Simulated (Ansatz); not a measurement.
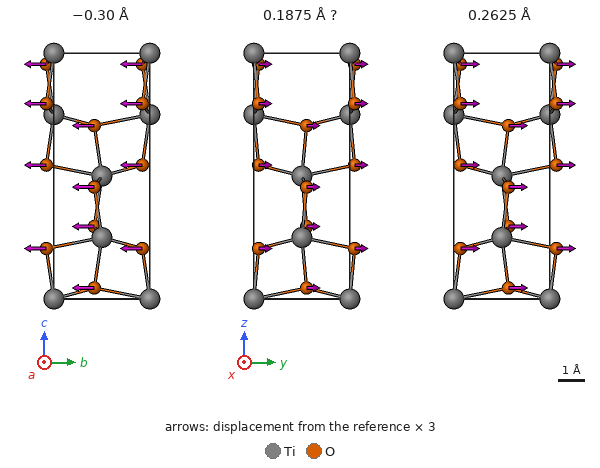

A crystal of TiO2 (I4_1/amd): the whole O sublattice is shifted rigidly, along Cartesian [0 1 0], all else fixed. Style: ball-and-stick. Shown: the conventional cell (2 times the calculation's cell), along the a axis. Purple arrows: displacements from the reference. Lengths and directions refer to the drawn axes.

These are results of Ansatz, DFT PBE+U, scalar-relativistic, plane waves, PAW, not measurements. (plane-wave cutoff 420 eV; k-point mesh 8 × 8 × 8; occupations gaussian; smearing width 0.05 eV; U Ti 4.0 eV; no spin polarisation). Energies (free energies at the smearing named) are counted from the relaxed crystal.

```csv
displacement (Å),ΔE (meV/cell)
−0.3000,920
−0.1500,148
0.0000,0
0.0375,7
0.0750,31
0.1125,76
0.1875,?
0.2250,411
0.2625,628
```

### One row is withheld. What is its energy?

A straight line between the two neighbours gives 299 meV/cell. A cubic through the four nearest rows (0.0750, 0.1125, 0.2250, 0.2625) gives, with Lagrange weights, (−0.2000)(31) + (0.5000)(76) + (1.0000)(411) + (−0.3000)(628) = 254 meV/cell. The calculation gives 256 meV/cell, so the cubic is 2 meV/cell too low and the straight line 43 meV/cell too high, as the curve bends upwards here.

The whole profile:

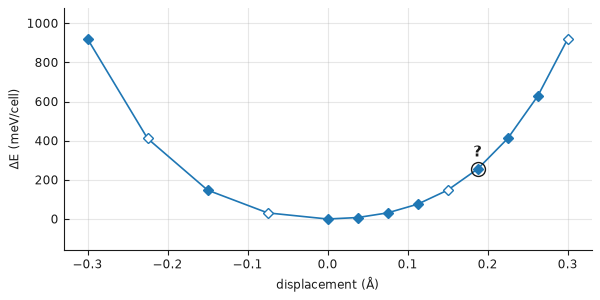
